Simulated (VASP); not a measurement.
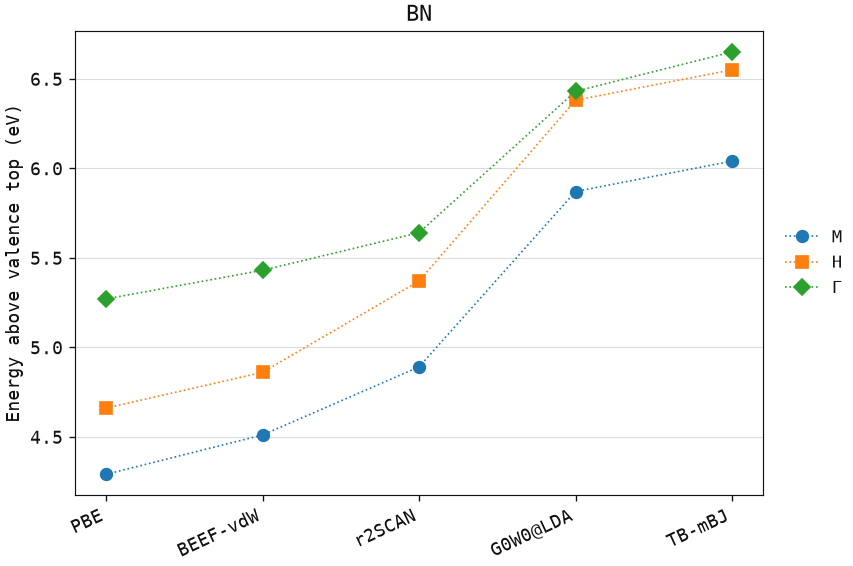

Lowest conduction level at each named k point, counted from the valence-band top at H, by several methods on one cell of layered hexagonal BN, space group P6_3/mmc (No. 194), 4 atoms in the cell; a = 2.498 Å, c = 6.636 Å (hexagonal axes). All runs are without spin-orbit coupling and carry no moments. The cell is at 5 GPa in PBE. In some of the methods the smallest gap lies off these points.

**How do the methods rank at M?**

From low to high: PBE 4.29, BEEF-vdW 4.51, r2SCAN 4.89, G0W0@LDA 5.87, TB-mBJ 6.04 eV.

**Do the methods agree on which of these conduction levels is lowest?**

Yes: all put it at M.

| method | program | M (eV) | H (eV) | Γ (eV) |
| --- | --- | --- | --- | --- |
| PBE | VASP | 4.29 | 4.66 | 5.27 |
| BEEF-vdW | VASP | 4.51 | 4.86 | 5.43 |
| r2SCAN | VASP | 4.89 | 5.37 | 5.64 |
| G0W0@LDA | VASP | 5.87 | 6.38 | 6.43 |
| TB-mBJ | VASP | 6.04 | 6.55 | 6.65 |

Settings. PBE: VASP PAW PBE potentials, release 64 (N, B), 12×12×4 k mesh, 520 eV cutoff, Gaussian smearing of 0.02 eV (VASP). BEEF-vdW: VASP PAW PBE potentials, release 64 (N_GW, B_GW), 12×12×4 k mesh, 600 eV cutoff, Gaussian smearing of 0.05 eV (VASP 6.6.1). r2SCAN: VASP PAW PBE potentials, release 64 (N, B), 12×12×4 k mesh, 520 eV cutoff, Gaussian smearing of 0.02 eV (VASP). G0W0@LDA: LDA, VASP PAW LDA potentials, release 64 (N_GW, B_GW), 6×6×2 k mesh, 500 eV cutoff, Gaussian smearing of 0.01 eV (VASP 6.6.1), G0W0 with GW iterations 1, cutoff of the response function 200 eV, frequency points 50 and empty bands 230. TB-mBJ: VASP PAW PBE potentials, release 64 (N, B), 12×12×4 k mesh, 520 eV cutoff, Gaussian smearing of 0.02 eV (VASP 6.6.1).

These are five of the 16 methods that were run on this cell. Runs that lie over 0.07 eV from the median of the programs for their method weren't drawn. LDA, GGA and most meta-GGA functionals understate gaps. BEEF-vdW, r2SCAN and TB-mBJ: the PAW data sets were made with another functional. G0W0@LDA: the k mesh is coarse, so the values aren't converged. G0W0@LDA: bands, screening cutoff and mesh are small and nothing is extrapolated, so the quasiparticle values aren't converged. TB-mBJ: this is a model potential built to give gaps, with no total energy. Over all k points computed the smallest gap is 4.84 eV in r2SCAN and 6.01 eV in TB-mBJ. The GW values are at finite bands, cutoffs and mesh, short of the basis limit.
